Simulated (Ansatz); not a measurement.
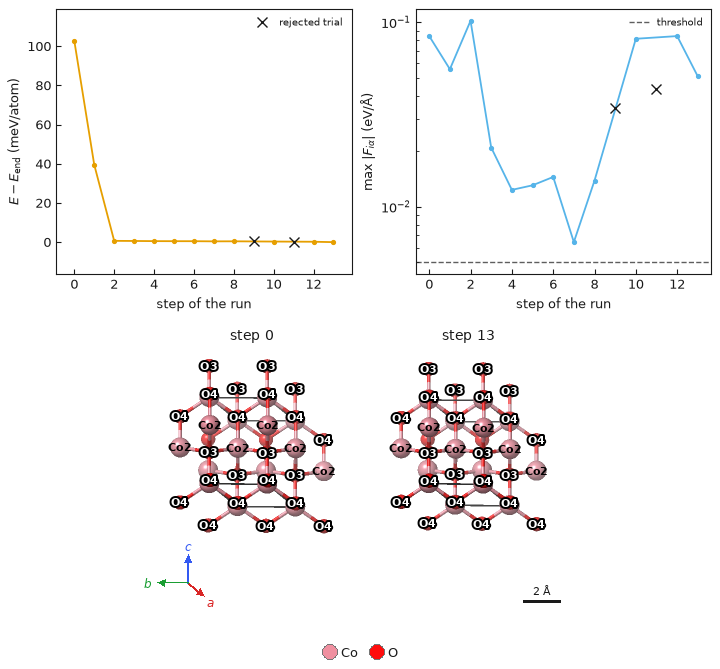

First and last geometry of a relaxation of a crystal of CoO (set up in P6_3mc), with the history of the run. The picture is a ball-and-stick view of the cell of the calculation, seen from a free direction.

Case: relaxed again under DFT LDA, scalar-relativistic, plane waves, PAW.

Level of theory: DFT LDA, scalar-relativistic, plane waves, PAW in Ansatz. (plane-wave cutoff 420 eV; k-point mesh 12 × 12 × 8; occupations gaussian; smearing width 0.01 eV; collinear spin; cell and atoms relaxed; force threshold 0.005 eV/Å; at most 50 steps)

Did the run converge, and what did it change?

Answer. The run was cut off at its time limit before the relaxation converged, so the last structure is only a point on the way. A Co atom moves most relative to the cell: 0.010 Å along −c. By element the largest moves are Co 0.010 Å, O 0.010 Å. The drawn cell changes as follows: a = b 3.167 → 2.979 Å (−6.0 %), c 5.289 → 5.147 Å (−2.7 %); the volume changes by −13.9 %. Among the contacts that change: Co–O 1.971 → 1.863 Å, Co–O 1.908 → 1.866 Å. The space group (tolerance 0.01 Å) goes from P6_3mc (No. 186) to P3m1 (No. 156). The energy falls by 103 meV per atom in 11 accepted moves (13 points after the start). Largest force component: 0.084 eV/Å at the start, 0.051 eV/Å at the end. The pressure goes from −17.54 to 0.45 GPa. The line search rejected the trial steps at points 9, 11 of the run. Cost: 8.8 min on 1 thread of Intel(R) Xeon(R) 6975P-C (Granite Rapids), on a shared host, peak memory 0.6 GiB.

```json
{"step": "0", "E − E(0), meV/atom": "0.00", "largest force component, eV/Å": "0.0843", "pressure, GPa": "-17.54", "volume, Å³/atom": "11.487", "note": ""}
{"step": "1", "E − E(0), meV/atom": "-63.24", "largest force component, eV/Å": "0.0557", "pressure, GPa": "-11.12", "volume, Å³/atom": "10.831", "note": ""}
{"step": "2", "E − E(0), meV/atom": "-102.06", "largest force component, eV/Å": "0.1020", "pressure, GPa": "1.51", "volume, Å³/atom": "9.825", "note": ""}
{"step": "3", "E − E(0), meV/atom": "-102.12", "largest force component, eV/Å": "0.0209", "pressure, GPa": "-0.17", "volume, Å³/atom": "9.912", "note": ""}
{"step": "4", "E − E(0), meV/atom": "-102.20", "largest force component, eV/Å": "0.0123", "pressure, GPa": "-0.04", "volume, Å³/atom": "9.902", "note": ""}
{"step": "5", "E − E(0), meV/atom": "-102.23", "largest force component, eV/Å": "0.0131", "pressure, GPa": "0.01", "volume, Å³/atom": "9.900", "note": ""}
{"step": "6", "E − E(0), meV/atom": "-102.24", "largest force component, eV/Å": "0.0145", "pressure, GPa": "0.02", "volume, Å³/atom": "9.900", "note": ""}
{"step": "7", "E − E(0), meV/atom": "-102.32", "largest force component, eV/Å": "0.0064", "pressure, GPa": "0.15", "volume, Å³/atom": "9.899", "note": ""}
{"step": "8", "E − E(0), meV/atom": "-102.30", "largest force component, eV/Å": "0.0139", "pressure, GPa": "-0.20", "volume, Å³/atom": "9.919", "note": ""}
{"step": "9", "E − E(0), meV/atom": "-102.27", "largest force component, eV/Å": "0.0342", "pressure, GPa": "-0.14", "volume, Å³/atom": "9.918", "note": "rejected"}
{"step": "10", "E − E(0), meV/atom": "-102.42", "largest force component, eV/Å": "0.0815", "pressure, GPa": "0.14", "volume, Å³/atom": "9.909", "note": ""}
{"step": "11", "E − E(0), meV/atom": "-102.54", "largest force component, eV/Å": "0.0435", "pressure, GPa": "0.44", "volume, Å³/atom": "9.885", "note": "rejected"}
{"step": "12", "E − E(0), meV/atom": "-102.52", "largest force component, eV/Å": "0.0843", "pressure, GPa": "0.28", "volume, Å³/atom": "9.901", "note": ""}
{"step": "13", "E − E(0), meV/atom": "-102.72", "largest force component, eV/Å": "0.0509", "pressure, GPa": "0.45", "volume, Å³/atom": "9.887", "note": ""}
```
